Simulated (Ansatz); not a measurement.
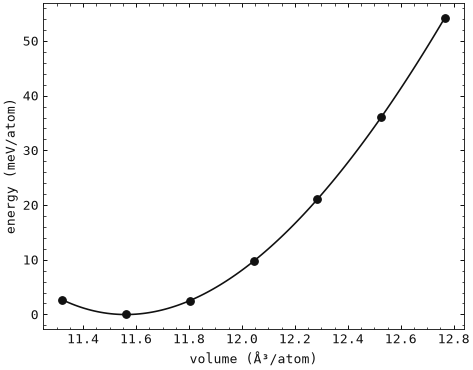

Plotted: energy against volume.

How it was computed, with Ansatz 0.2.0: all-electron LAPW DFT, no spin polarisation; energies at scaled volumes of the given cell, shape and fractions fixed, counted from the fit's minimum, third-order Birch-Murnaghan fit. Level: LDA.

**For which of these solids was it computed?**
A. Bi, Im-3m (No. 229)
B. AlCu₃, Fm-3m (No. 225)
C. Mo, Im-3m (No. 229)

B, AlCu₃: energy from 0.00 meV/atom to 54.22 meV/atom, V0 11.56 Å³/atom, B0 167 GPa. The others give: Mo, energy from 1 meV/atom to 160 meV/atom, V0 15.06 Å³/atom, B0 296 GPa; Bi, energy from 0.08 meV/atom to 72.40 meV/atom, V0 29.36 Å³/atom, B0 65.1 GPa.

For Bi, limits of the calculation: the fit and the printed pressures don't fully agree, or the minimum lies near the end of the range; spin-orbit coupling left out, heavy elements.
